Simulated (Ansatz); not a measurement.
Cu: several calculations on one system

**1. Relaxation**

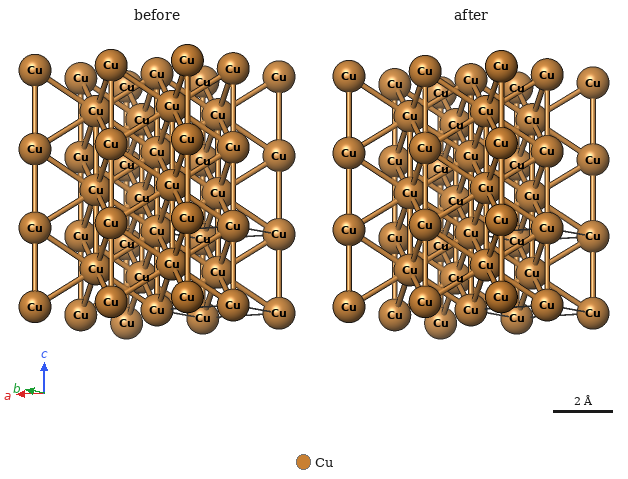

The structure of solid Cu (set up in I4/mmm) before (left) and after (right) a relaxation, at one scale.

Style: ball-and-stick. Shown: the cell of the calculation, repeated 2 × 2 × 3 with one cell outlined, from a free direction.

Case: biaxial strain in the a-b plane of +3.0 %; c and atoms relaxed.

Computed with Ansatz, DFT PBE, scalar-relativistic, plane waves, PAW. Settings: plane-wave cutoff 420 eV; k-point mesh 14 × 14 × 16; occupations gaussian; smearing width 0.1 eV; no spin polarisation; cell relaxed at fixed a, b, gamma; force threshold 0.008 eV/Å; at most 40 steps.

Describe what moved and what it gained.

The atoms keep their places relative to the cell (all moves are under 0.005 Å). The drawn cell changes as follows: a = b unchanged at 3.040 Å, c 2.709 → 2.640 Å (−2.5 %); the volume changes by −2.5 %. Some distances before and after: Cu–Cu 2.709 → 2.640 Å, Cu–Cu 2.541 → 2.522 Å. The space group stays I4/mmm (No. 139). The energy falls by 9.7 meV per cell of the calculation in 3 accepted moves (4 points after the start). All forces vanish by symmetry, so only the cell relaxes. Pressure: −4.98 GPa at the start and −1.62 GPa at the end. The SCF was repeated once at an unchanged geometry on a basis and grid sized afresh for the cell, which shifted the energy by 0.5 meV per cell of the calculation at most. The run took of the order of 40 core-seconds on a shared host.

**2. Relaxation**

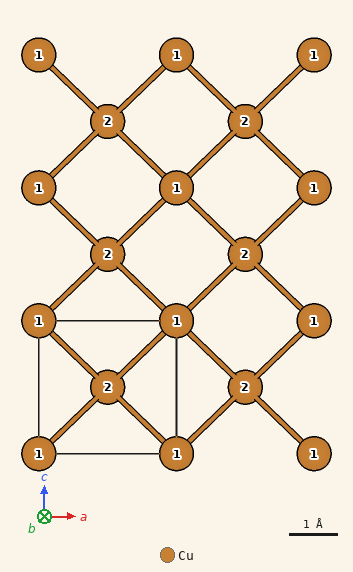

This is the input geometry for a relaxation of a crystal of Cu (set up in I4/mmm). Style: ball-and-stick. Shown: the cell of the calculation, repeated 2 × 1 × 3 with one cell outlined, along the b axis.

Case: biaxial strain in the a-b plane of -2.0 %; c and atoms relaxed.

Computed with DFT PBE, scalar-relativistic, plane waves, PAW (Ansatz 0.2.0).

Input file:
```yaml
crystal:
  lattice:
    - [2.8920406084, 0.0, 0.0]
    - [0.0, 2.8920406084, 0.0]
    - [0.0, 0.0, 2.7922201216]
  atoms:
    - { symbol: Cu, position: [0.0, 0.0, 0.0] }
    - { symbol: Cu, position: [0.5, 0.5, 0.5] }
basis:
  ecutwfc: 420
kpoints:
  mp_grid: { grid: [14, 14, 16] }
hamiltonian:
  xc: pbe
scf:
  occupations: { method: gaussian, width: 0.1 }
output:
  forces: true
  stress: true
  eigenvalues: true
relax:
  adjacent_minimum: "off"
  f_tol: 0.008
  max_steps: 40
  cell: { stress_tol: 0.05, fix: [a, b, gamma] }
```

**Where does the relaxation end?**

Over 3 accepted moves (4 points after the start) the energy falls by 4.1 meV per atom. All forces vanish by symmetry, so only the cell relaxes. The pressure goes from 4.14 to 0.09 GPa. The SCF was repeated once at an unchanged geometry on a basis and grid sized afresh for the cell, which shifted the energy by 0.2 meV per atom at most. No atom moves by more than 0.005 Å relative to the cell. The volume changes by +2.7 %, with a = b unchanged at 2.892 Å, c 2.792 → 2.869 Å (+2.7 %). Near-neighbour distances that change, for instance: Cu1–Cu2 2.476 → 2.498 Å. The space group stays I4/mmm (No. 139).

After the run, drawn alike:

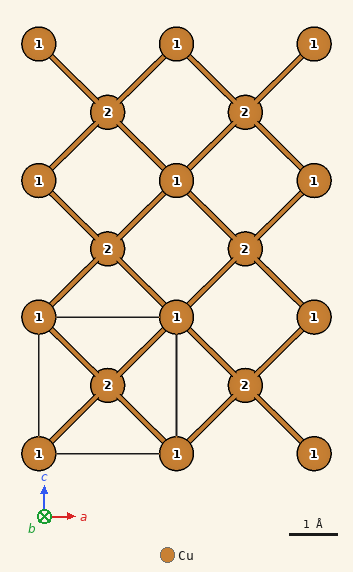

**3. A change**

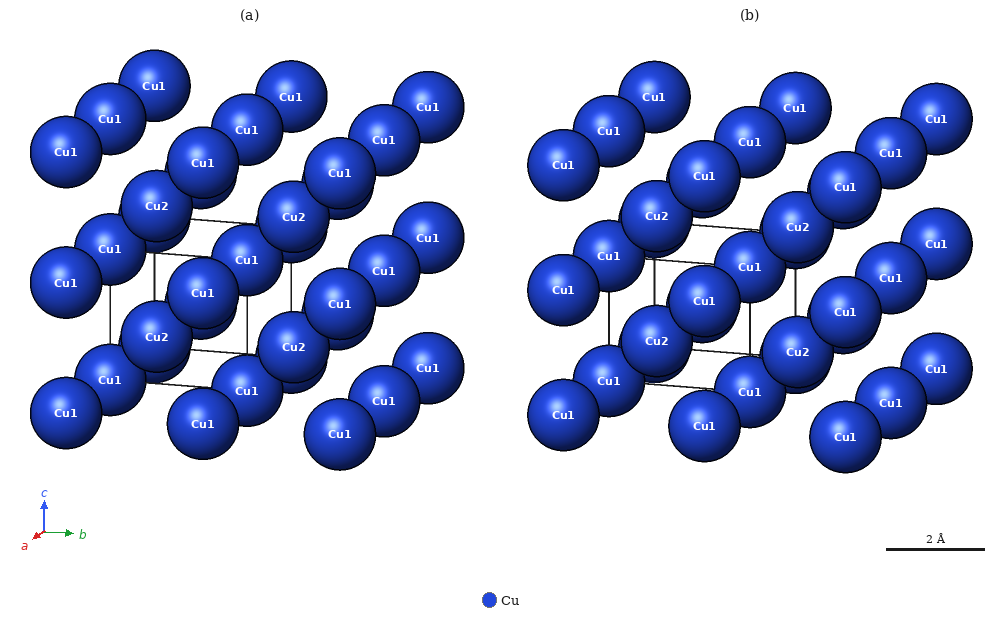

Left: solid Cu (set up in I4/mmm). Right: the same structure after one change, at the same scale. Style: spheres-only. Shown: the cell of the calculation, repeated 2 × 2 × 2 with one cell outlined, slightly off an axis.

Theory: DFT PBE, scalar-relativistic, plane waves, PAW in Ansatz. Set-up: plane-wave cutoff 420 eV; k-point mesh 14 × 14 × 16; occupations gaussian; smearing width 0.1 eV; no spin polarisation.

**Which change leads from the left to the right?**

Biaxial strain in the a–b plane, +3.0 %, is applied. The c axis and the atoms are relaxed.

**And its effect?**

The volume changes by +1.5 %, with a = b 2.951 → 3.040 Å (+3.0 %), c 2.759 → 2.640 Å (−4.3 %). No atom moves by more than 0.005 Å relative to the cell. Near-neighbour distances before and after: Cu–Cu 2.759 → 2.640 Å, Cu–Cu 2.502 → 2.522 Å. The space group stays I4/mmm (No. 139). Energy change: +3.5 meV per atom. The pressure goes from −0.1 to −1.6 GPa. The principal stresses (compression positive) are 0.0 GPa along c and −2.5 GPa across it.
